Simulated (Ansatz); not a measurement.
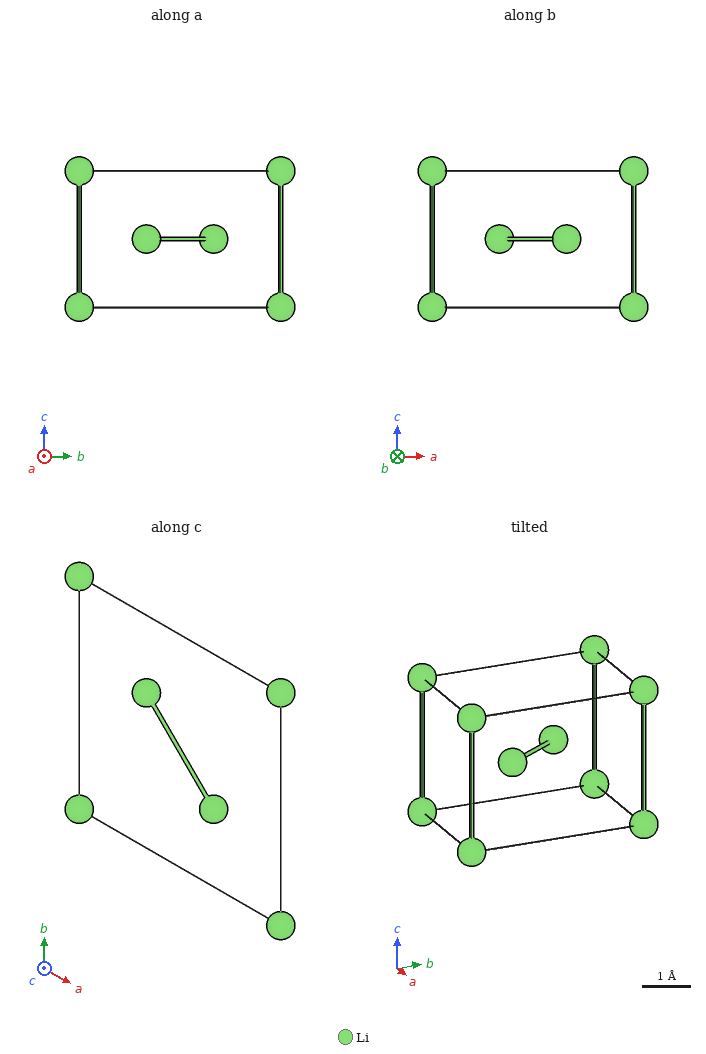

The crystal in a ball-and-stick representation, seen along the a axis, along the b axis, along the c axis and slightly off an axis. The wireframe shows the conventional unit cell.

Lattice parameters: a = 4.8636 Å, b = 4.8636 Å, c = 2.8467 Å, α = 90.000°, β = 90.000°, γ = 120.000°.

### Transcribe the picture into a CIF with its space group and independent sites.

```cif
data_structure
_symmetry_space_group_name_H-M 'P 6/m m m'
_symmetry_Int_Tables_number 191
_cell_length_a 4.8636
_cell_length_b 4.8636
_cell_length_c 2.8467
_cell_angle_alpha 90.000
_cell_angle_beta 90.000
_cell_angle_gamma 120.000
_cell_volume 58.32
loop_
_atom_site_label
_atom_site_type_symbol
_atom_site_symmetry_multiplicity
_atom_site_Wyckoff_symbol
_atom_site_fract_x
_atom_site_fract_y
_atom_site_fract_z
_atom_site_occupancy
Li1 Li 1 a 0.0000 0.0000 0.0000 1
Li2 Li 2 d 0.3333 0.6667 0.5000 1
```

The model was built from a structure type filled with this element by a generator (whether the element takes this form wasn't checked). Earlier steps of the study may have refined or changed the cell and positions. A calculation with Ansatz used it as input.
